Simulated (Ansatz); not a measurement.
# Σ9 (221) boundary in fcc Al with Zr (substitutional): structure and resistance

Wanted: what the Σ9 (221) boundary in fcc Al with Zr (substitutional) costs an interconnect.

Method: Ansatz plane-wave DFT, PBE, PAW files; relaxation of a bicrystal slab with its lowest layers held; PAW set soft_1, in the first sound run; inputs show where later runs differ, in Ansatz 0.2.0.

## Step 1: Starting point

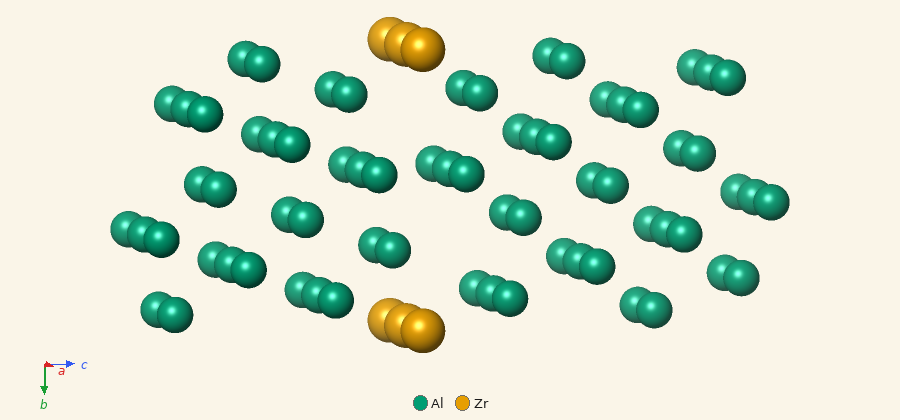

Start, viewed from the side, with the c axis across the page; aluminium teal, zirconium orange. 2×1×1 cells are drawn. Some periodic images of atoms are drawn too.

The cell holds 28 atoms: 27 Al and 1 Zr. Cell: a = 2.862 Å, b = 8.587 Å, c = 29.891 Å, α = 90.0°, β = 90.0°, γ = 90.0°. It derives from Al. built on the (2 2 1) plane; 2 overlapping atoms removed and the grains opened by 0 Å. Vacuum lies along c.

## Step 2: Relaxing the bicrystal

The boundary is built by mirroring the lower grain in the boundary plane and removing any atoms that overlap; then the Zr is put in at the boundary. A thin bicrystal slab is relaxed first, with the lowest layers held and the upper grain free to shift and open.

File input.yaml:

```yaml
crystal:
  lattice:
    - [2.862347037, 0.0, 0.0]
    - [0.0, 8.5870411111, 0.0]
    - [0.0, 0.0, 29.8905266676]
  atoms:
    - { symbol: Al, position: [1.0, 0.6666666667, 0.1672770793] }
    - { symbol: Al, position: [0.5, 0.9444444445, 0.1898481659] }
    - { symbol: Al, position: [0.0, 0.2222222223, 0.2124192526] }
    - { symbol: Al, position: [0.5, 0.5, 0.2349903392] }
    - { symbol: Al, position: [0.0, 0.7777777778, 0.2575614258] }
    - { symbol: Al, position: [0.5, 0.0555555556, 0.2801325124] }
    - { symbol: Al, position: [1.0, 0.3333333334, 0.3027035991] }
    - { symbol: Al, position: [0.5, 0.6111111111, 0.3252746857] }
    - { symbol: Al, position: [0.0, 0.8888888889, 0.3478457723] }
    - { symbol: Al, position: [0.5, 0.1666666667, 0.3704168589] }
    - { symbol: Al, position: [0.0, 0.4444444445, 0.3929879456] }
    - { symbol: Al, position: [0.5, 0.7222222222, 0.4155590322] }
    - { symbol: Zr, position: [0.0, 0.0, 0.4381301188] }
    - { symbol: Al, position: [0.0, 0.4444444445, 0.4832722921] }
    - { symbol: Al, position: [0.5, 0.1666666667, 0.5058433787] }
    - { symbol: Al, position: [0.0, 0.8888888889, 0.5284144653] }
    - { symbol: Al, position: [0.5, 0.6111111111, 0.5509855519] }
    - { symbol: Al, position: [1.0, 0.3333333334, 0.5735566386] }
    - { symbol: Al, position: [0.5, 0.0555555556, 0.5961277252] }
    - { symbol: Al, position: [0.0, 0.7777777778, 0.6186988118] }
    - { symbol: Al, position: [0.5, 0.5, 0.6412698984] }
    - { symbol: Al, position: [0.0, 0.2222222223, 0.6638409851] }
    - { symbol: Al, position: [0.5, 0.9444444445, 0.6864120717] }
    - { symbol: Al, position: [1.0, 0.6666666667, 0.7089831583] }
    - { symbol: Al, position: [0.5, 0.3888888889, 0.731554245] }
    - { symbol: Al, position: [0.0, 0.1111111112, 0.7541253316] }
    - { symbol: Al, position: [0.5, 0.8333333334, 0.7766964182] }
    - { symbol: Al, position: [0.0, 0.5555555556, 0.7992675048] }
kpoints:
  mp_grid: { grid: [8, 3, 1] }
hamiltonian:
  xc: pbe
  pseudopotentials: { kind: paw, azcp: { folder: soft_1 } }
scf:
  occupations: { method: fermi_dirac, width: 0.1 }
relax:
  f_tol: 0.03
  max_steps: 80
  constraints: [{ sites: [0, 1, 2, 3, 4] }]
```

The run is started by

```console
> ansatz run input.yaml --threads 4 --pin off --max-ram 15360MiB --backend cpu --events-out ev --progress --plain --runs-dir out
```

Numbers of over 12 decimals in the logs are rounded to 6 here.

What it wrote:

```text
Engine: ansatz 0.2.0, aarch64-unknown-linux-gnu
Pseudopotentials: kind: paw
Pseudopotential: Al, paw, valence charge 3, recommended cutoff 420 eV (normal), soft_1/Al.paw.azcp
Pseudopotential: Zr, paw, valence charge 12, recommended cutoff 420 eV (normal), soft_1/Zr.paw.azcp
Functional definition: PBE
  parameter kappa = 0.804
  parameter beta = 0.066725
  exchange = pbe_x(kappa = kappa, mu = beta*pi^2/3)
  correlation = pbe_c(beta = beta)
Crystal: 28 atoms, lattice volume = 734.682 Å³
Basis set: ecut = 420 eV, 14359 PW (Γ), exchange–correlation on 40×120×400 points (8 copies of the dense FFT grid, shifted against one another)
Bands: 75, of which v1, the nominal top of the filled ones, is band 47 counted from 1 (46 counted from 0)
Symmetry: 2 space group operations
Space group: Pm (ITA 6), of the structure as read, at distance tolerance 9.0e-5 Å
k-points: 10 of 24 (time reversal used)
Non-local potential: Al, projectors of the file, l = 0: 2, l = 1: 2, l = 2: 1
Non-local potential: Zr, projectors of the file, l = 0: 3, l = 1: 2, l = 2: 2, l = 3: 1
PAW form: soft (Blöchl's): semilocal exchange-correlation on the pseudo side does not see the compensation charge
PAW one-centre angular grid: Al, 110 points (default); XC on 64 Gauss nodes
PAW one-centre angular grid: Zr, 590 points (default); XC on 64 Gauss nodes
Initial density: superposition of atomic densities (neutral atoms: chi_scale 0, normalization atom)
Initial wavefunctions: pseudopotential atomic-orbital guess
Functional: x = pbe(κ = 0.804, μ = 0.219515), c = pbe(β = 0.066725)
SCF iter   1: F=—  HF=-18698.112889 eV  |F-HF|=—  |Δ(HF+E_count)|=         —  Δρ=2.65e-2  dr2=9.44e1  ethr=3.10e-3  ⟨swp⟩=9.5  Hψ=4524  notcnv=0  defer=10
preconditioner: auto → LDOS  [metal: Δε(μ)=0.049 eV  Ē_g=6.387 eV  σ=0.100 eV  W_gap=0.12  n_scr=78 (ndim 8)  ℏωp=12.6 eV  f_vac=0.249  D(μ)=11.79/eV (n_scr^D=64)  β→1.0]
SCF iter   2: F=—  HF=-18693.902207 eV  |F-HF|=—  |Δ(HF+E_count)|=    4.21e0  Δρ=1.31e-2  dr2=1.56e1  ethr=3.10e-3  ⟨swp⟩=6.5  Hψ=2203  notcnv=0  defer=55
SCF iter   3: F=—  HF=-18693.264398 eV  |F-HF|=—  |Δ(HF+E_count)|=   6.38e-1  Δρ=2.85e-3  dr2=4.43e-1  ethr=3.10e-3  ⟨swp⟩=5.8  Hψ=1723  notcnv=0  defer=48
SCF iter   4: F=—  HF=-18693.227317 eV  |F-HF|=—  |Δ(HF+E_count)|=   3.71e-2  Δρ=6.57e-4  dr2=6.22e-3  ethr=4.76e-4  ⟨swp⟩=2.7  Hψ=1168  notcnv=0  defer=48
SCF iter   5: F=—  HF=-18693.227594 eV  |F-HF|=—  |Δ(HF+E_count)|=   2.77e-4  Δρ=2.12e-4  dr2=1.85e-3  ethr=6.69e-6  ⟨swp⟩=2.2  Hψ=1276  notcnv=0  defer=48
SCF iter   6: F=—  HF=-18693.227624 eV  |F-HF|=—  |Δ(HF+E_count)|=   3.01e-5  Δρ=6.41e-5  dr2=1.24e-4  ethr=1.99e-6  ⟨swp⟩=2.3  Hψ=985  notcnv=0  defer=48
SCF iter   7: F=-18693.227632 eV  HF=-18693.227634 eV  |F-HF|=2.13e-6  |Δ(HF+E_count)|=   1.05e-5  Δρ=1.68e-5  dr2=6.37e-6  ethr=2.42e-8  ⟨swp⟩=3.5  Hψ=2964  notcnv=0
SCF 1 converged in 7 iterations: F = -18693.227632 eV  dr2 = 6.37e-6
  greatest PAW one-centre occupation: 0.997 electrons in one spin orbital (limit 2), on the Zr atom at site 12 (counted from 0), in its partial waves of l = 0
relax step   1: F+E_penalty+E_count = -18693.22763203 eV  Δ(F+E_penalty+E_count) = +0.000e0 eV  max|allowed force component| = 4.768e-1 eV/Å  Δτ_max = 0.0000 Å  (7 SCF iters, dr2 threshold 2.25e-5 eV, accepted)
Initial density: handed on by an earlier stage of this run
Initial wavefunctions: those handed on with the density
SCF iter   1: F=—  HF=-18693.621799 eV  |F-HF|=—  |Δ(HF+E_count)|=         —  Δρ=6.88e-3  dr2=6.21e0  ethr=3.10e-3  ⟨swp⟩=5.8  Hψ=2352  notcnv=0  defer=34
preconditioner: auto → LDOS  [metal: Δε(μ)=0.008 eV  Ē_g=6.277 eV  σ=0.100 eV  W_gap=0.02  n_scr=78 (ndim 8)  ℏωp=12.6 eV  f_vac=0.263  D(μ)=12.27/eV (n_scr^D=64)  β→1.0]
SCF iter   2: F=—  HF=-18693.382246 eV  |F-HF|=—  |Δ(HF+E_count)|=   2.40e-1  Δρ=2.37e-3  dr2=2.37e-1  ethr=3.10e-3  ⟨swp⟩=2.6  Hψ=924  notcnv=0  defer=40
SCF iter   3: F=—  HF=-18693.364856 eV  |F-HF|=—  |Δ(HF+E_count)|=   1.74e-2  Δρ=6.15e-4  dr2=1.18e-2  ethr=2.55e-4  ⟨swp⟩=2.4  Hψ=1231  notcnv=0  defer=43
SCF iter   4: F=—  HF=-18693.363603 eV  |F-HF|=—  |Δ(HF+E_count)|=   1.25e-3  Δρ=1.31e-4  dr2=3.22e-4  ethr=1.26e-5  ⟨swp⟩=2.1  Hψ=1164  notcnv=0  defer=42
SCF iter   5: F=—  HF=-18693.363616 eV  |F-HF|=—  |Δ(HF+E_count)|=   1.37e-5  Δρ=4.37e-5  dr2=2.35e-5  ethr=3.46e-7  ⟨swp⟩=2.1  Hψ=1206  notcnv=0  defer=42
SCF iter   6: F=-18693.363615 eV  HF=-18693.363616 eV  |F-HF|=7.57e-7  |Δ(HF+E_count)|=   5.20e-7  Δρ=1.34e-5  dr2=2.07e-6  ethr=1.53e-8  ⟨swp⟩=5.0  Hψ=2313  notcnv=0
SCF 2 converged in 6 iterations: F = -18693.363615 eV  dr2 = 2.07e-6
relax step   2: F+E_penalty+E_count = -18693.36361501 eV  Δ(F+E_penalty+E_count) = -1.360e-1 eV  max|allowed force component| = 3.090e-1 eV/Å  Δτ_max = 0.1938 Å  (6 SCF iters, dr2 threshold 1.42e-5 eV, accepted)
iter 1 solved again at ethr=8.98e-4 eV; its pass at ethr=3.10e-3 eV (dr2=8.35e-1 eV) is discarded
SCF iter   1: F=—  HF=-18693.452424 eV  |F-HF|=—  |Δ(HF+E_count)|=         —  Δρ=2.72e-3  dr2=8.70e-1  ethr=8.98e-4  ⟨swp⟩=1.0  Hψ=2458  notcnv=0  defer=44
preconditioner: auto → LDOS  [metal: Δε(μ)=0.022 eV  Ē_g=6.244 eV  σ=0.100 eV  W_gap=0.05  n_scr=78 (ndim 8)  ℏωp=12.6 eV  f_vac=0.265  D(μ)=12.79/eV (n_scr^D=64)  β→1.0]
SCF iter   2: F=—  HF=-18693.419693 eV  |F-HF|=—  |Δ(HF+E_count)|=   3.27e-2  Δρ=6.94e-4  dr2=9.26e-3  ethr=8.98e-4  ⟨swp⟩=1.1  Hψ=711  notcnv=0  defer=44
SCF iter   3: F=—  HF=-18693.418332 eV  |F-HF|=—  |Δ(HF+E_count)|=   1.36e-3  Δρ=2.36e-4  dr2=2.64e-3  ethr=9.96e-6  ⟨swp⟩=2.5  Hψ=1394  notcnv=0  defer=44
SCF iter   4: F=—  HF=-18693.417866 eV  |F-HF|=—  |Δ(HF+E_count)|=   4.66e-4  Δρ=9.19e-5  dr2=4.85e-4  ethr=2.83e-6  ⟨swp⟩=1.0  Hψ=750  notcnv=0  defer=44
SCF iter   5: F=—  HF=-18693.417848 eV  |F-HF|=—  |Δ(HF+E_count)|=   1.77e-5  Δρ=1.54e-5  dr2=1.22e-5  ethr=5.21e-7  ⟨swp⟩=1.8  Hψ=937  notcnv=0  defer=44
SCF iter   6: F=-18693.417850 eV  HF=-18693.417850 eV  |F-HF|=1.41e-7  |Δ(HF+E_count)|=   2.24e-6  Δρ=3.60e-6  dr2=2.50e-7  ethr=6.42e-9  ⟨swp⟩=5.0  Hψ=2309  notcnv=0
SCF 3 converged in 6 iterations: F = -18693.417850 eV  dr2 = 2.50e-7
relax step   3: F+E_penalty+E_count = -18693.41785018 eV  Δ(F+E_penalty+E_count) = -5.424e-2 eV  max|allowed force component| = 1.273e-1 eV/Å  Δτ_max = 0.1025 Å  (6 SCF iters, dr2 threshold 5.97e-6 eV, accepted)
[...]
relax step   4: F+E_penalty+E_count = -18693.43882669 eV  Δ(F+E_penalty+E_count) = -2.098e-2 eV  max|allowed force component| = 5.214e-2 eV/Å  Δτ_max = 0.2000 Å  (5 SCF iters, dr2 threshold 2.75e-6 eV, accepted)
[...]
relax step   5: F+E_penalty+E_count = -18693.44466822 eV  Δ(F+E_penalty+E_count) = -5.842e-3 eV  max|allowed force component| = 2.809e-2 eV/Å  Δτ_max = 0.0836 Å  (6 SCF iters, accepted)
[...]
relax step   6: F+E_penalty+E_count = -18693.44636735 eV  Δ(F+E_penalty+E_count) = -1.699e-3 eV  max|allowed force component| = 1.240e-2 eV/Å  Δτ_max = 0.0414 Å  (6 SCF iters, accepted)
[...]
relax step   7: F+E_penalty+E_count = -18693.44717095 eV  Δ(F+E_penalty+E_count) = -8.036e-4 eV  max|allowed force component| = 9.469e-3 eV/Å  Δτ_max = 0.0397 Å  (6 SCF iters, accepted)
SCF iter   1: F=—  HF=-18693.450337 eV  |F-HF|=—  |Δ(HF+E_count)|=         —  Δρ=1.05e-3  dr2=1.36e-2  ethr=1.57e-4  ⟨swp⟩=3.5  Hψ=1770  notcnv=0  defer=46
preconditioner: auto → LDOS  [metal: Δε(μ)=0.049 eV  Ē_g=6.258 eV  σ=0.100 eV  W_gap=0.12  n_scr=78 (ndim 8)  ℏωp=12.6 eV  f_vac=0.267  D(μ)=12.52/eV (n_scr^D=64)  β→1.0]
SCF iter   2: F=—  HF=-18693.448263 eV  |F-HF|=—  |Δ(HF+E_count)|=   2.07e-3  Δρ=2.15e-4  dr2=3.84e-3  ethr=1.47e-5  ⟨swp⟩=2.2  Hψ=1185  notcnv=0  defer=46
SCF iter   3: F=—  HF=-18693.448151 eV  |F-HF|=—  |Δ(HF+E_count)|=   1.13e-4  Δρ=6.03e-5  dr2=1.85e-4  ethr=4.13e-6  ⟨swp⟩=1.7  Hψ=881  notcnv=0  defer=46
SCF iter   4: F=—  HF=-18693.448158 eV  |F-HF|=—  |Δ(HF+E_count)|=   6.77e-6  Δρ=3.35e-5  dr2=1.45e-5  ethr=1.99e-7  ⟨swp⟩=2.0  Hψ=1135  notcnv=0  defer=46
SCF iter   5: F=—  HF=-18693.447887 eV  |F-HF|=—  |Δ(HF+E_count)|=   2.71e-4  Δρ=6.92e-6  dr2=8.62e-7  ethr=1.56e-8  ⟨swp⟩=2.2  Hψ=1192  notcnv=0  defer=46
SCF iter   6: F=-18693.447887 eV  HF=-18693.447887 eV  |F-HF|=4.95e-9  |Δ(HF+E_count)|=   6.04e-8  Δρ=1.66e-6  dr2=2.65e-8  ethr=1.08e-10  ⟨swp⟩=5.8  Hψ=2690  notcnv=0
SCF 8 converged in 6 iterations: F = -18693.447887 eV  dr2 = 2.65e-8
relax step   8: F+E_penalty+E_count = -18693.44788698 eV  Δ(F+E_penalty+E_count) = -7.160e-4 eV  max|allowed force component| = 1.238e-2 eV/Å  Δτ_max = 0.0423 Å  (6 SCF iters, accepted)
SCF converged after 6 iterations
Free energy (F): -18693.447887 eV
Harris-Foulkes:  -18693.447887 eV  (|F-HF|=4.95e-9)
Internal energy: -18693.035744 eV  (E = F + TS)
E sigma→0 (E₀):  -18693.241815 eV
Entropy (-TS):   -0.412143 eV (-14.719 meV/atom)
Fermi energy:    3.801519 eV
--- Per-component energies (eV) ---
  E_band       = -247.787237
  E_kinetic    = 907.251180
  E_local      = -22571.288355  (includes V_loc(G=0)·N_el)
  E_nonlocal   = 348.260781
  E_hartree    = 11106.666719
  E_xc         = -1161.838988
  E_vxc        = -956.313107  (∫ρ·V_xc dr)
  E_paw        = -15638.003270  (= ΣΔE_a)
  E_vpaw       = -189.028710  (= ΣTr[D̂ρ^β])
  E_aug_tail   = -0.000082  (compensation charges beyond the density's cutoff)
  E_ewald      = 8315.916271
  E_smearing   = -0.412143  (= −TS)
  E_closure    = -0.000000  (closes the sum)
  Σ components = -18693.447887   (vs F -18693.447887, Δ=0.00e0)
--- Forces (eV/Å), atoms counted from 1 ---
  atom   1  Al     0.00000000     0.08752149     0.16564242
  atom   2  Al     0.00000000    -0.01417662     0.02295890
  atom   3  Al     0.00000000     0.00155897     0.03820261
  atom   4  Al     0.00000000    -0.04721620    -0.23288926
  atom   5  Al     0.00000000    -0.03143887    -0.00161025
  atom   6  Al     0.00000000     0.00115975    -0.00337847
  atom   7  Al     0.00000000     0.00036526     0.00045961
  atom   8  Al     0.00000000     0.00330874     0.00645770
  atom   9  Al     0.00000000    -0.00246136     0.00616799
  atom  10  Al     0.00000000    -0.00611248     0.00315861
  atom  11  Al     0.00000000    -0.00373409     0.00074337
  atom  12  Al     0.00000000    -0.00781853    -0.01238468
  atom  13  Zr     0.00000000     0.00064238    -0.00090932
  atom  14  Al     0.00000000     0.01067155     0.00646318
  atom  15  Al     0.00000000     0.00327872    -0.00391218
  atom  16  Al     0.00000000    -0.00024429    -0.00570341
  atom  17  Al     0.00000000     0.00200284     0.00287873
  atom  18  Al     0.00000000    -0.00146337    -0.00103987
  atom  19  Al     0.00000000     0.00548697     0.00385039
  atom  20  Al     0.00000000     0.00119978     0.00168067
  atom  21  Al     0.00000000    -0.00621110     0.00417787
  atom  22  Al     0.00000000     0.00640091     0.00041313
  atom  23  Al     0.00000000    -0.00191865    -0.00170321
  atom  24  Al     0.00000000     0.00040366     0.00070660
  atom  25  Al     0.00000000    -0.00356740    -0.00198047
  atom  26  Al     0.00000000     0.00060140     0.00073883
  atom  27  Al     0.00000000     0.00017073    -0.00115684
  atom  28  Al     0.00000000     0.00155986     0.00193494
  max |Σ_I F_I| component: 3.24e-5 eV/Å
--- Relaxed structure (8 steps of the walk, 8 accepted, 0 SCFs on fresh bases) ---
  F+E_penalty+E_count = -18693.44788698 eV   max|allowed force component| = 1.238e-2 eV/Å
  atoms:
    - { symbol: Al, position: [1.0, 0.666667, 0.1672770793] }
    - { symbol: Al, position: [0.5, 0.944444, 0.1898481659] }
    - { symbol: Al, position: [0.0, 0.222222, 0.2124192526] }
    - { symbol: Al, position: [0.5, 0.500000, 0.2349903392] }
    - { symbol: Al, position: [0.0, 0.777778, 0.2575614258] }
    - { symbol: Al, position: [0.5, 0.053479, 0.279617] }
    - { symbol: Al, position: [1.0, 0.338785, 0.300866] }
    - { symbol: Al, position: [0.5, 0.616719, 0.324931] }
    - { symbol: Al, position: [0.0, 0.885393, 0.348483] }
    - { symbol: Al, position: [0.5, 0.179273, 0.365583] }
    - { symbol: Al, position: [0.0, 0.454487, 0.391445] }
    - { symbol: Al, position: [0.5, 0.723978, 0.430691] }
    - { symbol: Zr, position: [0.0, 0.027202, 0.437397] }
    - { symbol: Al, position: [0.0, 0.481337, 0.482407] }
    - { symbol: Al, position: [0.5, 0.203789, 0.505578] }
    - { symbol: Al, position: [0.0, 0.909508, 0.527640] }
    - { symbol: Al, position: [0.5, 0.640705, 0.549017] }
    - { symbol: Al, position: [1.0, 0.367540, 0.572353] }
    - { symbol: Al, position: [0.5, 0.086963, 0.594487] }
    - { symbol: Al, position: [0.0, 0.805354, 0.616993] }
    - { symbol: Al, position: [0.5, 0.528126, 0.639555] }
    - { symbol: Al, position: [0.0, 0.252334, 0.660728] }
    - { symbol: Al, position: [0.5, 0.970837, 0.682621] }
    - { symbol: Al, position: [1.0, 0.695592, 0.705173] }
    - { symbol: Al, position: [0.5, 0.413365, 0.732239] }
    - { symbol: Al, position: [0.0, 0.139868, 0.749961] }
    - { symbol: Al, position: [0.5, 0.871879, 0.772795] }
    - { symbol: Al, position: [0.0, 0.602275, 0.793384] }
```

Elapsed: 94 s, on 4 threads of Arm Neoverse V1, shared host; peak memory 1.5 GiB; 6.2 min of CPU time.

The steps of the relaxation:

```csv
step,energy less that of the first step (eV),largest force component (eV/Å)
1,0.0000,0.4768
2,-0.1360,0.3090
3,-0.1902,0.1273
4,-0.2112,0.0521
5,-0.2170,0.0281
6,-0.2187,0.0124
7,-0.2195,0.0095
8,-0.2203,0.0124
```

Forces are held to the 2 operations that the run works with; a distortion that breaks them can't arise in this run.

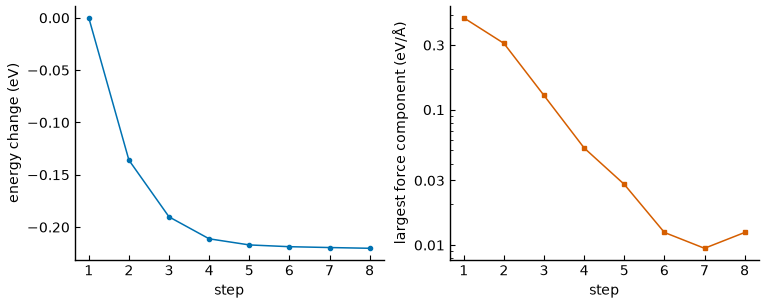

Energy and largest force along the relaxation.

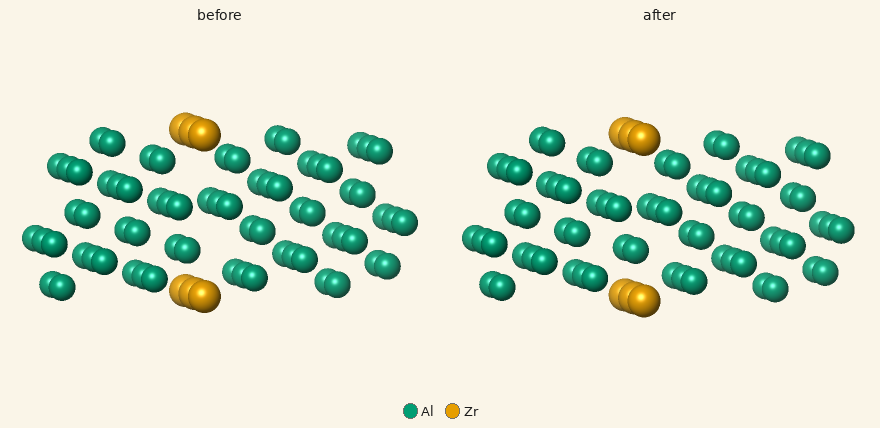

Before and after, at one scale.

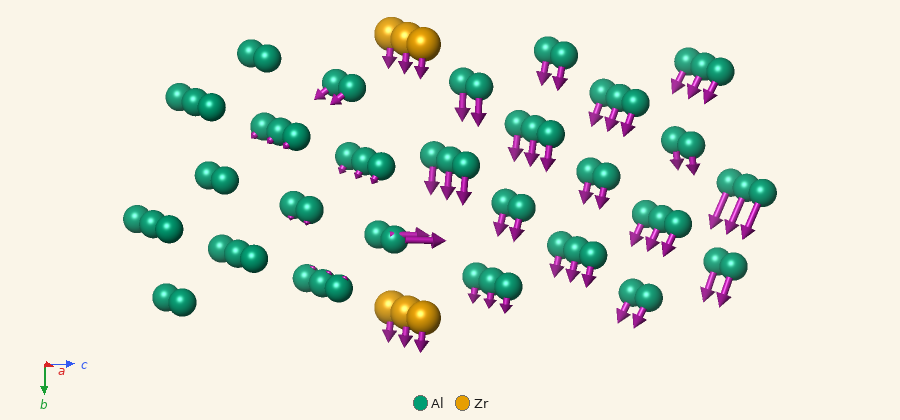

Displacements in the relaxation, exaggerated; the longest in the cell stands for 0.45 Å. 2×1×1 cells are drawn. Some periodic images of atoms are drawn too.

The atoms that moved most (Å):

```csv
atom,dx,dy,dz,length
Al12,0.000,0.015,0.452,0.453
Al28,0.000,0.401,-0.176,0.438
Al27,0.000,0.331,-0.117,0.351
Al15,0.000,0.319,-0.008,0.319
Al14,0.000,0.317,-0.026,0.318
Al18,0.000,0.294,-0.036,0.296
Al26,0.000,0.247,-0.124,0.277
Al22,0.000,0.259,-0.093,0.275
```

Numbers from this step:

| Quantity | Value |
| --- | --- |
| free energy | -18693.4479 eV |
| energy at zero smearing | -18693.2418 eV |
| Fermi energy | 3.802 eV |

The largest force component on a free atom ends at 0.012 eV/Å, under the tolerance of 0.03, after 8 steps.

(Continued in part 2 of 2.)

[Logs are printed without paths, hosts, clocks, repeated set-up lines and the standing remarks that a program may print on its own settings, such as how far it seeks lower states.]

[Hosts, paths, dates, database ids (printed as entryN), source tags and the programs' standing remarks are cut or masked in the printed files.]
